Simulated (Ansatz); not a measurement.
**Energy of TiCo along an even scaling of the cell**

System: TiCo (Pm-3m, 2 atoms in the cell).
Method: Kohn-Sham DFT of a periodic cell, PBE, SG15 NC, spin-polarised (Ansatz 0.2.0).

The 7 runs differ only in the geometry, by an even scaling of the cell at fixed fractional positions. The structure derives from a Materials Project entry.

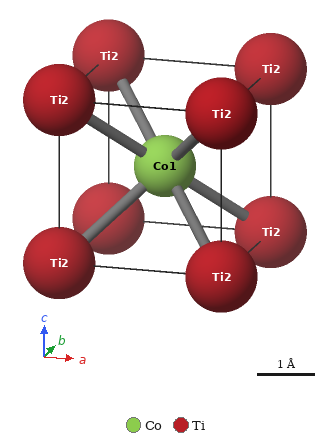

Figure 1. The structure of run 4 (ball-and-stick view of the cell of the calculation, seen slightly off an axis; atoms are numbered from 1 in the order of the input).

### Input of run 4
```yaml
crystal:
  lattice:
    - [2.98611099, 0.0, 0.0]
    - [0.0, 2.98611099, 0.0]
    - [0.0, 0.0, 2.98611099]
  atoms:
    - { symbol: Co, spin: 2.0, position_ang: [1.493055495, 1.493055495, 1.493055495] }
    - { symbol: Ti, spin: -1.0, position_ang: [0.0, 0.0, 0.0] }
hamiltonian:
  xc: pbe
  pseudopotentials:
    kind: nc
    accuracy: standard
    azcp: { Co: Co_ONCV_PBE-1.2.nc.azcp, Ti: Ti_ONCV_PBE-1.2.nc.azcp }
magnetization:
  spin_polarized: true
kpoints:
  mp_grid: { grid: [9, 9, 9] }
scf:
  occupations: { method: fermi_dirac, width: 0.05 }
output:
  forces: true
  stress: true
  eigenvalues: true
```

Command:
```bash
ansatz run input.yaml --threads 2 --pin off --max-ram 5120MiB --backend cpu --events-out ev --progress --plain --runs-dir out
```

Run 6 differs from it as follows:
```diff
-    - [2.98611099, 0.0, 0.0]
-    - [0.0, 2.98611099, 0.0]
-    - [0.0, 0.0, 2.98611099]
+    - [3.0254064304, 0.0, 0.0]
+    - [0.0, 3.0254064304, 0.0]
+    - [0.0, 0.0, 3.0254064304]
-    - { symbol: Co, spin: 2.0, position_ang: [1.493055495, 1.493055495, 1.493055495] }
+    - { symbol: Co, spin: 2.0, position_ang: [1.512703215, 1.512703215, 1.512703215] }
```

### Results, with one run withheld

| run | volume per atom (Å³) | free energy per atom, from the lowest run given (meV) | pressure (GPa) |
| --- | --- | --- | --- |
| 1 | 12.515 | 26.49 | 11.26 |
| 2 | 12.781 | 11.30 | 7.09 |
| 3 | 13.047 | 2.68 | 3.34 |
| 4 | 13.313 | 0.00 | −0.06 |
| 5 | 13.580 | 2.71 | −3.15 |
| 6 | 13.846 | ? | ? |
| 7 | 14.112 | 22.25 | −8.41 |

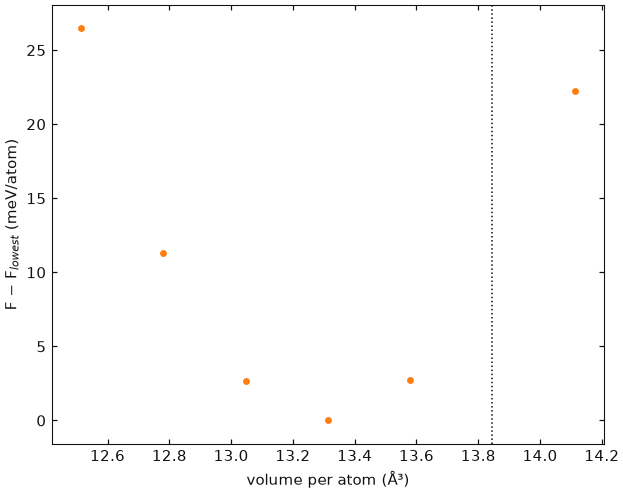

Figure 2. Free energy per atom of the runs given; the dotted line marks run 6.

What should run 6 give?

A cubic polynomial in V^(−2/3) (the Birch–Murnaghan form), fitted to the 6 runs given, misses them by under 0.01 meV per atom. With x = V^(−2/3) − 0.17897 Å⁻², it reads F = 0.38742 + 861.87 x + 4.7756e+05 x² + 10566 x³ (meV per atom). At run 6 it gives 10.28 meV per atom, and the run itself gives 10.30. The slope of the fit gives a pressure −dF/dV of −5.93 GPa there, and the run prints −5.93 GPa. The fit has its minimum at 13.308 Å³ per atom, where V d²F/dV² gives 162 GPa: the bulk modulus at this level, since symmetry fixes the shape and the positions.

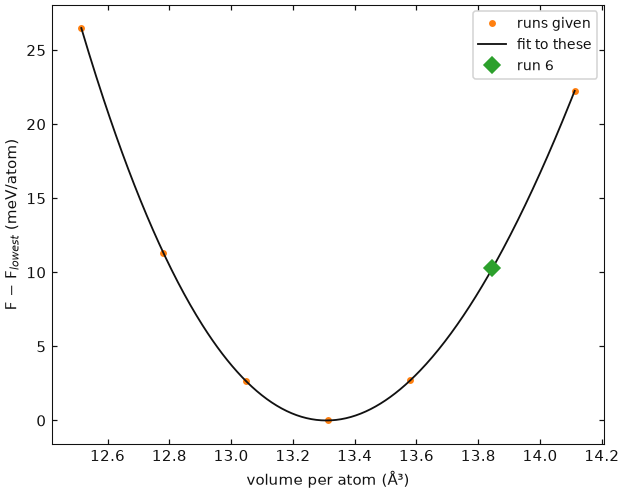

Figure 3. The fit and the withheld run.

### Output, shortened to warnings, some set-up lines, iterations and results (run 6)
```
Warning: [file] the Co local potential departs from the Coulomb form −Z_val·e²/r beyond the output range its generator declares (r ≥ rlmax = 3.175 Å), by 9.7e-6 eV at r = 3.175 Å, where the relative departure is largest — the generator's own output ends at rlmax, and the psp8 form of the pseudopotential continues from there as the Coulomb form; what this file tabulates from there on, on a mesh …
Warning: [file] the Ti local potential departs from the Coulomb form −Z_val·e²/r beyond the output range its generator declares (r ≥ rlmax = 3.175 Å), by 8.5e-6 eV at r = 3.175 Å, where the relative departure is largest — the generator's own output ends at rlmax, and the psp8 form of the pseudopotential continues from there as the Coulomb form; what this file tabulates from there on, on a mesh …
Basis set: ecut = 1224.51238106946 eV, 2721 PW (Γ), exchange–correlation on 72×72×72 points (8 copies of the dense FFT grid, shifted against one another)
Symmetry: 48 space group operations
k-points: 35 of 729
Initial density: superposition of atomic densities (chi_scale 0.1, normalization cell)
[...]
SCF iter   1: F=—  HF=-5258.558776 eV  |F-HF|=—  |Δ(HF+E_count)|=         —  Δρ=1.28e-1 (↑7.82e-2 ↓1.28e-1)  dr2=4.98e0  dr2_m=2.03e0  M=0.529 μB ∫|m|=1.285 μB  β_m=0.30  …
SCF iter   2: F=—  HF=-5258.149067 eV  |F-HF|=—  |Δ(HF+E_count)|=   4.10e-1  Δρ=7.42e-2 (↑7.42e-2 ↓6.55e-2)  dr2=1.30e0  dr2_m=7.39e-1  M=0.802 μB ∫|m|=1.673 μB  β_m=0.30  …
SCF iter   3: F=—  HF=-5258.100531 eV  |F-HF|=—  |Δ(HF+E_count)|=   4.85e-2  Δρ=8.71e-2 (↑3.11e-2 ↓8.71e-2)  dr2=2.54e0  dr2_m=6.83e-1  M=0.454 μB ∫|m|=1.256 μB  β_m=0.30  …
SCF iter   4: F=—  HF=-5257.965806 eV  |F-HF|=—  |Δ(HF+E_count)|=   1.35e-1  Δρ=3.30e-2 (↑3.30e-2 ↓3.00e-2)  dr2=9.82e-2  dr2_m=2.16e-1  M=0.736 μB ∫|m|=1.508 μB  β_m=0.30  …
SCF iter   5: F=—  HF=-5258.019175 eV  |F-HF|=—  |Δ(HF+E_count)|=   5.34e-2  Δρ=4.09e-2 (↑1.68e-2 ↓4.09e-2)  dr2=4.46e-1  dr2_m=1.76e-1  M=0.628 μB ∫|m|=1.303 μB  β_m=0.30  …
[... 10 lines ...]
SCF iter  16: F=—  HF=-5258.035685 eV  |F-HF|=—  |Δ(HF+E_count)|=   7.42e-7  Δρ=8.36e-5 (↑6.47e-5 ↓8.36e-5)  dr2=4.88e-6  dr2_m=6.56e-7  M=0.862 μB ∫|m|=1.214 μB  β_m=0.82  …
SCF iter  17: F=—  HF=-5258.035685 eV  |F-HF|=—  |Δ(HF+E_count)|=   5.16e-7  Δρ=2.98e-5 (↑1.03e-5 ↓2.98e-5)  dr2=1.25e-7  dr2_m=8.59e-8  M=0.862 μB ∫|m|=1.214 μB  β_m=0.91  …
SCF iter  18: F=—  HF=-5258.035685 eV  |F-HF|=—  |Δ(HF+E_count)|=   4.85e-8  Δρ=1.15e-5 (↑5.20e-6 ↓1.15e-5)  dr2=8.61e-8  dr2_m=4.24e-9  M=0.862 μB ∫|m|=1.213 μB  β_m=0.81  …
SCF iter  19: F=-5258.035685 eV  HF=-5258.035685 eV  |F-HF|=5.55e-11  |Δ(HF+E_count)|=   3.90e-9  Δρ=7.29e-7 (↑7.29e-7 ↓4.39e-7)  dr2=2.31e-11  dr2_m=7.97e-11  M=0.862 μB …
SCF 1 converged in 19 iterations: F = -5258.035685 eV  dr2 = 2.31e-11
SCF converged after 19 iterations
Magnetization: 0.8616 μB (14.9308 up, 14.0692 down)
Absolute magnetization: 1.2135 μB (∫|ρ↑−ρ↓|)
Spin contamination: 0.1073 ħ² per cell (⟨S²⟩ above its minimum at these occupations)
Per-site moments (μB) at R_I (Å): [(1.0341582250386716, 1.0807825155184188), (-0.0714162416109232, 1.0807825155184188)]
Free energy (F): -5258.035685 eV
Harris-Foulkes:  -5258.035685 eV  (|F-HF|=5.55e-11)
Internal energy: -5258.018008 eV  (E = F + TS)
E sigma→0 (E₀):  -5258.026846 eV
Entropy (-TS):   -0.017677 eV (-8.838 meV/atom)
Fermi energy:    16.597648 eV
--- Per-component energies (eV) ---
  E_band       = -406.254204
  E_kinetic    = 2166.150420
  E_local      = -3079.432662  (includes V_loc(G=0)·N_el)
  E_nonlocal   = -1395.254713
  E_hartree    = 1322.187761
  E_xc         = -569.339816
  E_vxc        = -742.093003  (∫ρ·V_xc dr)
  E_ewald      = -3702.328997
  E_smearing   = -0.017677  (= −TS)
  E_closure    = -0.000000  (closes the sum)
  Σ components = -5258.035685   (vs F -5258.035685, Δ=0.00e0)
--- Forces (eV/Å), atoms counted from 1 ---
  atom   1  Co     0.00000000    -0.00000000    -0.00000000
  atom   2  Ti     0.00000000    -0.00000000     0.00000000
  max |Σ_I F_I| component: 3.78e-27 eV/Å
--- Stress (GPa, compression-positive) ---
       -5.925998       0.000000       0.000000
        0.000000      -5.925998       0.000000
        0.000000       0.000000      -5.925998
  P = ⅓ Tr σ = -5.9260 GPa (-59.260 kbar)
```
